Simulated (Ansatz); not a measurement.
Start from this file.

```xyz
18
Lattice="5.0337 0.0000 0.0000 0.0000 7.9260 0.0000 0.0000 0.0000 6.6033" Properties=species:S:1:pos:R:3 pbc="T T T"
Si    0.0000    2.6646    0.0000
Si    3.7538    7.2768    2.2011
Si    1.2799    7.2768    4.4022
Si    0.0000    5.2615    0.0000
Si    1.2799    0.6492    2.2011
Si    3.7538    0.6492    4.4022
W     1.2584    1.9815    4.4022
W     3.7753    1.9815    2.2011
W     0.0000    0.0000    0.0000
Si    2.5168    6.6276    0.0000
Si    1.2369    3.3138    2.2011
Si    3.7968    3.3138    4.4022
Si    2.5168    1.2984    0.0000
Si    3.7968    4.6122    2.2011
Si    1.2369    4.6122    4.4022
W     3.7753    5.9445    4.4022
W     1.2584    5.9445    2.2011
W     2.5168    3.9630    0.0000
```

Describe what this structure looks like.

Answer. It has the composition Si$_{2}$W. Space group: C222 (No. 21). Lattice: base-centred orthorhombic. With Z = 6, the cell contains 12 Si, 6 W. Numbers of contacts at bonding distance: Si 8 and W 10. Not all metal-metal contacts are counted.

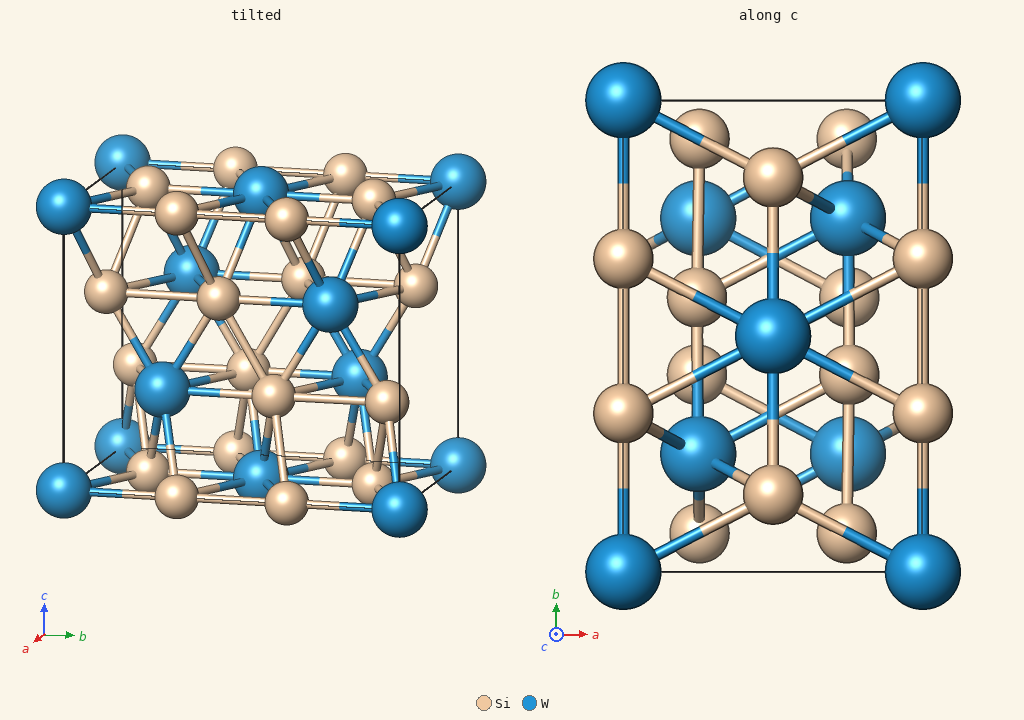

Crystal structure, ball-and-stick style, seen slightly off an axis and along the c axis. The frame is the conventional unit cell; atoms at its boundary are shown with their periodic copies. Colours: silicon light orange, tungsten blue.

It goes back to a structure listed in the Materials Project. The cell was then strained or its atoms displaced on purpose. It was run through Ansatz as a DFT input.

At this level of theory the cell isn't at rest (stretched, at -15 GPa), so its distances can differ from those at equilibrium, the more so the softer the solid.
